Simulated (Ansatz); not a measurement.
**Ni2Si: geometry relaxation (part 2 of 2)**

The same run, continued: Ni2Si (P6₃/mmc, 6 atoms in the cell); DFT PBEsol, scalar-relativistic, plane waves, PAW, no spin polarisation (Ansatz 0.2.0); cutoff 420 eV, 12×12×8 k-mesh, Gaussian smearing of 0.1 eV. The structure derives from an entry of the Crystallography Open Database.

Geometry of the input (Å; fractional positions):
```
3.8360  0.0000  0.0000
-1.9180  3.3221  0.0000
0.0000  0.0000  4.9480
Si 0.3333  0.6667  0.7500
Si 0.6667  0.3333  0.2500
Ni 0.0000  0.0000  0.0000
Ni 0.0000  0.0000  0.5000
Ni 0.3333  0.6667  0.2500
Ni 0.6667  0.3333  0.7500
```

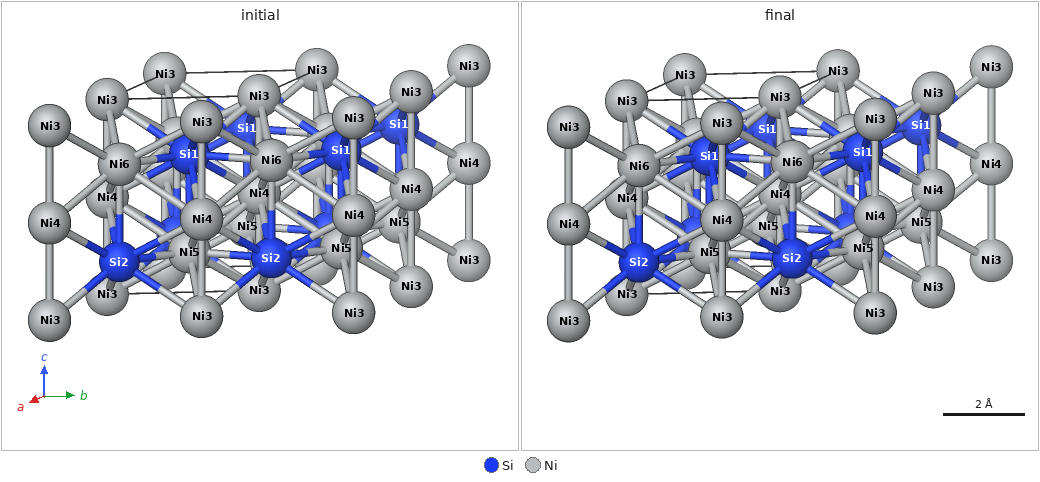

**Figure 1.** Before (left) and after (right) the relaxation, at one scale (ball-and-stick view of the cell of the calculation, repeated 2 × 2 × 1, seen slightly off an axis). No atom moves by more than 0.005 Å relative to the cell. The volume changes by +1.1 %, with a = b 3.836 → 3.868 Å (+0.8 %), c 4.948 → 4.917 Å (−0.6 %). Among the contacts that change: Si1–Ni6 2.215 → 2.233 Å, Ni3–Ni4 2.474 → 2.458 Å, Si1–Ni5 2.474 → 2.458 Å, Ni3–Ni5 2.537 → 2.549 Å. The space group stays P6_3/mmc (No. 194). The energy falls by 14.5 meV per cell of the calculation in 3 geometry steps. All forces vanish by symmetry, so only the cell relaxes. Pressure: 2.88 GPa at the start and −0.01 GPa at the end. A last SCF at the same geometry on a re-selected plane-wave basis shifts the energy by −0.3 meV per cell of the calculation. (Atoms are counted from 1 in the order of the input.)

```
basis re-selected at this cell: Δ(F+E_penalty+E_count) = -2.872e-4 eV, ΔP = +0.003 GPa vs the last step (what re-selecting the basis moved, of the pressure what is left beyond the Pulay correction that the steps carried, after the strain that the cell walked since its last selection, with what the two solves' SCF thresholds leave and, on support functions, any second-order correction that the steps lacked; it is no measure of the basis error at this ecutwfc). This SCF's stress stands 2.40e-2 GPa from its target on what of the cell is left free (relax.cell.stress_tol is 5.00e-2 GPa) and its largest allowed force component is 2.64e-16 eV/Å (relax.f_tol is 5.00e-3 eV/Å): within both
SCF converged after 8 iterations
Free energy (F): -24466.355632 eV
Harris-Foulkes:  -24466.355632 eV  (|F-HF|=3.64e-12)
Internal energy: -24466.338175 eV  (E = F + TS)
E sigma→0 (E₀):  -24466.346903 eV
Entropy (-TS):   -0.017457 eV (-2.909 meV/atom)
Fermi energy:    17.653473 eV
--- Per-component energies (eV) ---
  E_band       = -1106.773903
  E_kinetic    = 1233.106079
  E_local      = -15776.825029  (includes V_loc(G=0)·N_el)
  E_nonlocal   = 2601.555564
  E_hartree    = 6745.029265
  E_xc         = -455.348575
  E_vxc        = -541.748858  (∫ρ·V_xc dr)
  E_paw        = -7385.043450  (= ΣΔE_a)
  E_vpaw       = -2112.922125  (= ΣTr[D̂ρ^β])
  E_aug_tail   = 0.001932  (compensation charges beyond the density's cutoff)
  E_ewald      = -11429.666238
  E_core_change = 0.852277  (= ΣΔE_core)
  E_smearing   = -0.017457  (= −TS)
  E_closure    = 0.000000  (closes the sum)
  Σ components = -24466.355632   (vs F -24466.355632, Δ=0.00e0)
--- Forces (eV/Å), atoms counted from 1 ---
  atom   1  Si     0.00000000    -0.00000000    -0.00000000
  atom   2  Si     0.00000000     0.00000000     0.00000000
  atom   3  Ni    -0.00000000     0.00000000     0.00000000
  atom   4  Ni     0.00000000     0.00000000     0.00000000
  atom   5  Ni     0.00000000    -0.00000000     0.00000000
  atom   6  Ni     0.00000000     0.00000000    -0.00000000
  max |Σ_I F_I| component: 2.31e-17 eV/Å
--- Stress (GPa, compression-positive) ---
       -0.007134       0.000000       0.000000
        0.000000      -0.007134       0.000000
        0.000000       0.000000      -0.023993
  P = ⅓ Tr σ = -0.0128 GPa (-0.128 kbar)
--- Band table (eV; the first three rows and the last of 95) ---
  k-point 0: bands = ["-85.6223", "-85.6213", "-85.3787", "-85.3657", "-46.2393", "-46.2393", "-46.2349", "-46.2349", "-46.1009", "-46.0972", "-46.0249", "-45.9167", "-45.9167", "-45.9099", "-45.9099", "-45.8862", "4.8040", "9.3277", "11.0147", "12.4170", "12.4170", "13.5934", "13.5934", "13.6510", "13.7751", "13.7751", "14.3014", "14.3014", "15.5874", "15.5874", "15.7197", "16.2414", "16.2414", "16.2568", "16.2568", "16.3364", "17.0136", "17.0136", "17.7960", "20.3738", "20.3794", "20.3794", "20.5341", "20.5341", "20.9299", "21.9422", "21.9422", "23.2785"]
  k-point 1: bands = ["-85.6223", "-85.6213", "-85.3782", "-85.3662", "-46.2391", "-46.2391", "-46.2351", "-46.2351", "-46.1009", "-46.0975", "-46.0195", "-45.9165", "-45.9165", "-45.9101", "-45.9101", "-45.8914", "4.9001", "8.8349", "11.4401", "12.4370", "12.4370", "13.4117", "13.4117", "13.6704", "13.9331", "13.9331", "14.2998", "14.2998", "15.6475", "15.6475", "15.6874", "16.2420", "16.2420", "16.2510", "16.2510", "16.3809", "16.9644", "16.9644", "17.9425", "20.3736", "20.4822", "20.4822", "20.5585", "20.5585", "20.7545", "21.8281", "21.8281", "23.4648"]
  k-point 2: bands = ["-85.6222", "-85.6214", "-85.3768", "-85.3676", "-46.2386", "-46.2386", "-46.2355", "-46.2355", "-46.1008", "-46.0980", "-46.0043", "-45.9157", "-45.9157", "-45.9109", "-45.9109", "-45.9064", "5.1862", "7.9549", "12.1354", "12.4978", "12.4978", "13.1662", "13.1662", "13.6850", "14.1079", "14.1079", "14.2977", "14.2977", "15.6304", "15.8124", "15.8124", "16.2376", "16.2376", "16.2447", "16.2447", "16.3462", "16.8236", "16.8236", "18.5109", "20.4143", "20.4145", "20.6345", "20.6345", "20.7870", "20.7870", "21.5581", "21.5581", "23.7554"]
  k-point 94: bands = ["-85.6215", "-85.6215", "-85.3725", "-85.3725", "-46.2400", "-46.2400", "-46.2379", "-46.2379", "-46.1029", "-46.1029", "-45.9532", "-45.9532", "-45.9170", "-45.9170", "-45.9062", "-45.9062", "8.7319", "8.7319", "10.8023", "10.8023", "11.6152", "11.6152", "13.6613", "13.6613", "14.4114", "14.4114", "14.7017", "14.7017", "15.0591", "15.0591", "15.3237", "15.3237", "15.9347", "15.9347", "16.2635", "16.2635", "16.3253", "16.3253", "16.4829", "16.4829", "17.4371", "17.4371", "23.1861", "23.1861", "23.8679", "23.8679", "25.5963", "25.5963"]
--- Relaxed structure (4 steps of the walk, 4 accepted, 1 SCFs on fresh bases) ---
  F+E_penalty+E_count = -24466.35563153 eV   max|allowed force component| = 2.644e-16 eV/Å   (the final SCF, on the basis selected at the relaxed cell)
  cell:  # Å, volume = 63.7245 Å³
    - [3.8684636528408305, -8.120871567052487e-34, -3.8669802190848555e-34]
    - [-1.9342318264204152, 3.3501877969769045, 3.1390952275798113e-34]
    - [-4.987962870969903e-34, 1.7956666335491658e-34, 4.916985258341938]
  atoms:
    - { symbol: Si, position: [0.3333333333333333, 0.6666666666666666, 0.7500000000000001] }
    - { symbol: Si, position: [0.6666666666666666, 0.3333333333333333, 0.25] }
    - { symbol: Ni, position: [-2.010704318116682e-36, -1.1473972176805325e-35, 1.298713780213252e-37] }
    - { symbol: Ni, position: [-9.622176165806343e-36, -6.038932724634393e-36, 0.5] }
    - { symbol: Ni, position: [0.3333333333333333, 0.6666666666666666, 0.25] }
    - { symbol: Ni, position: [0.6666666666666666, 0.3333333333333333, 0.7500000000000001] }
```

Trajectory as extended XYZ (Å, eV, eV/Å), 5 frames, from step=1 to step=5
```
6
Lattice="3.8360 0.0000 0.0000 -1.9180 3.3221 0.0000 0.0000 0.0000 4.9480" Properties=species:S:1:pos:R:3:forces:R:3 step=1 energy=-24466.34088 pressure_GPa=2.88
Si    0.0000    2.2147    3.7110    0.0000   0.0000   0.0000
Si    1.9180    1.1074    1.2370    0.0000   0.0000   0.0000
Ni    0.0000    0.0000    0.0000    0.0000   0.0000   0.0000
Ni    0.0000    0.0000    2.4740    0.0000   0.0000   0.0000
Ni    0.0000    2.2147    1.2370    0.0000   0.0000   0.0000
Ni    1.9180    1.1074    3.7110    0.0000   0.0000   0.0000
6
Lattice="3.8502 0.0000 0.0000 -1.9251 3.3344 0.0000 0.0000 0.0000 4.9397" Properties=species:S:1:pos:R:3:forces:R:3 step=2 energy=-24466.35073 pressure_GPa=1.35
Si    0.0000    2.2229    3.7048    0.0000   0.0000   0.0000
Si    1.9251    1.1115    1.2349    0.0000   0.0000   0.0000
Ni    0.0000    0.0000    0.0000    0.0000   0.0000   0.0000
Ni    0.0000    0.0000    2.4698    0.0000   0.0000   0.0000
Ni    0.0000    2.2229    1.2349    0.0000   0.0000   0.0000
Ni    1.9251    1.1115    3.7048    0.0000   0.0000   0.0000
6
Lattice="3.8678 0.0000 0.0000 -1.9339 3.3496 0.0000 0.0000 0.0000 4.9192" Properties=species:S:1:pos:R:3:forces:R:3 step=3 energy=-24466.35533 pressure_GPa=-0.03
Si    0.0000    2.2331    3.6894    0.0000   0.0000   0.0000
Si    1.9339    1.1165    1.2298    0.0000   0.0000   0.0000
Ni    0.0000    0.0000    0.0000    0.0000   0.0000   0.0000
Ni    0.0000    0.0000    2.4596    0.0000   0.0000   0.0000
Ni    0.0000    2.2331    1.2298    0.0000   0.0000   0.0000
Ni    1.9339    1.1165    3.6894    0.0000   0.0000   0.0000
6
Lattice="3.8685 0.0000 0.0000 -1.9342 3.3502 0.0000 0.0000 0.0000 4.9170" Properties=species:S:1:pos:R:3:forces:R:3 step=4 energy=-24466.35534 pressure_GPa=-0.02
Si    0.0000    2.2335    3.6877    0.0000   0.0000   0.0000
Si    1.9342    1.1167    1.2292    0.0000   0.0000   0.0000
Ni    0.0000    0.0000    0.0000    0.0000   0.0000   0.0000
Ni    0.0000    0.0000    2.4585    0.0000   0.0000   0.0000
Ni    0.0000    2.2335    1.2292    0.0000   0.0000   0.0000
Ni    1.9342    1.1167    3.6877    0.0000   0.0000   0.0000
6
Lattice="3.8685 0.0000 0.0000 -1.9342 3.3502 0.0000 0.0000 0.0000 4.9170" Properties=species:S:1:pos:R:3:forces:R:3 step=5 energy=-24466.35563 pressure_GPa=-0.01
Si    0.0000    2.2335    3.6877    0.0000   0.0000   0.0000
Si    1.9342    1.1167    1.2292    0.0000   0.0000   0.0000
Ni    0.0000    0.0000    0.0000    0.0000   0.0000   0.0000
Ni    0.0000    0.0000    2.4585    0.0000   0.0000   0.0000
Ni    0.0000    2.2335    1.2292    0.0000   0.0000   0.0000
Ni    1.9342    1.1167    3.6877    0.0000   0.0000   0.0000
```

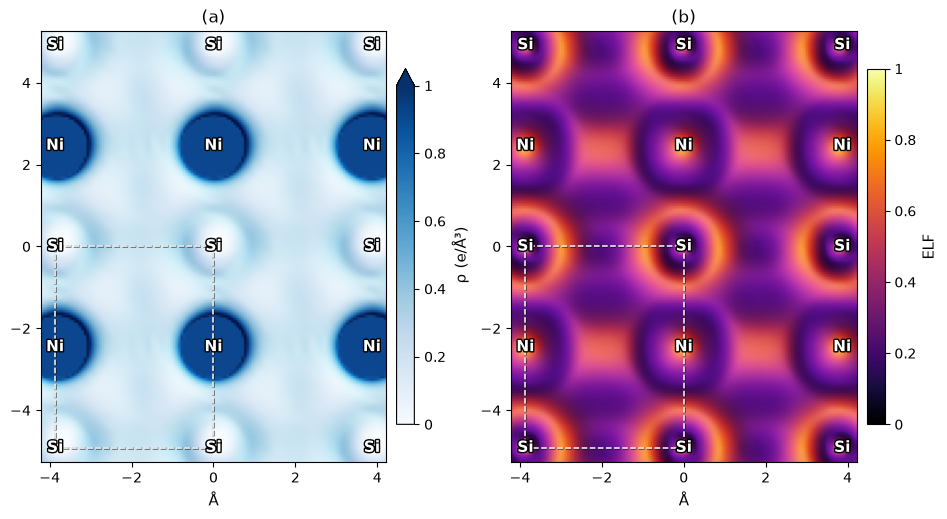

**Figure 2.** (a) valence electron density; (b) ELF on the (010) plane of the conventional cell. The section cuts through Si and Ni sites. Si–Ni (2.46 Å): the density is about 0.35 e/Å³ at the midpoint; the ELF is about 0.40 at the midpoint. Away from the nuclei the density in this plane falls to 0.23 e/Å³ at its lowest. The strong features right at Ni lie inside the PAW spheres (semicore, d or f shells) and say nothing about bonding. Core electrons are frozen (PAW), so the fields are smoothed inside the atomic spheres.

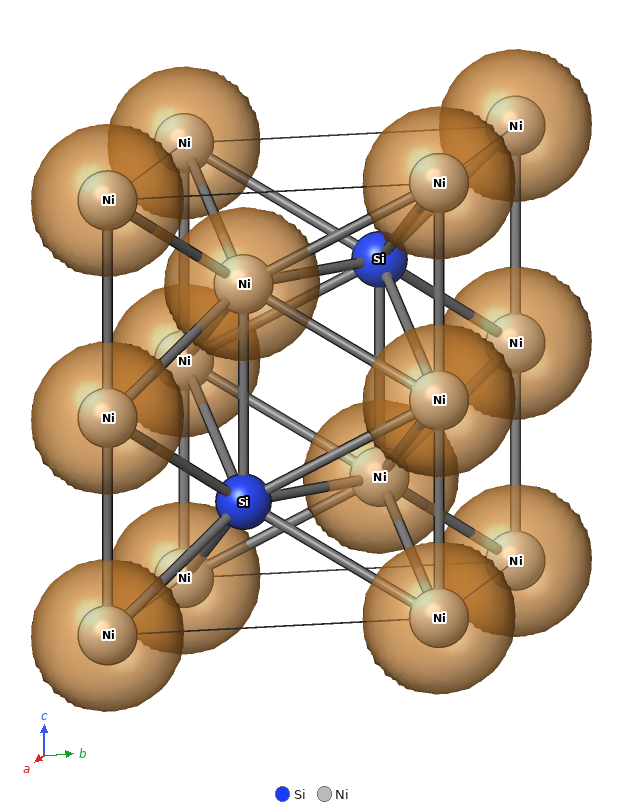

**Figure 3.** Isosurface of the valence electron density at 0.8 e/Å³ (orange), seen slightly off an axis. Sticks mark near contacts. The outline is the cell set on symmetry axes. At this value the density breaks into separate islands; it holds about 75 % of the electrons treated as valence (semicore included). It is pinched off along the Si–Ni (2.23 Å), Ni–Ni (2.46 Å), Si–Ni (2.46 Å) and Si–Ni (2.55 Å) contacts. On the grid the lowest density along these lines, outside the cores, is 0.48 e/Å³ (Si–Ni, 2.23 Å), 0.35 e/Å³ (Ni–Ni, 2.46 Å), 0.34 e/Å³ (Si–Ni, 2.46 Å) and 0.33 e/Å³ (Si–Ni, 2.55 Å).

Key numbers

| quantity | value |
| --- | --- |
| outcome | converged |
| space group (tolerance 0.01 Å) | P6₃/mmc (194) |
| electrons treated | 80 |
| free energy | −24466.3556 eV |
| Fermi energy | 17.653 eV |
| gap on the k-point mesh | none (metallic) |
| pressure | −0.01 GPa |
| final volume | 63.72 Å³ |
| largest force (length of the vector) at the end | under 0.001 eV/Å |
| final cell | a = 3.868 Å, b = 3.868 Å, c = 4.917 Å, α = 90.00°, β = 90.00°, γ = 120.00° |
| wall time | 13 s (CPU time 50 s) |
| peak memory | 0.59 GiB |

The run has no spin polarisation, so a magnetic state may lie lower.
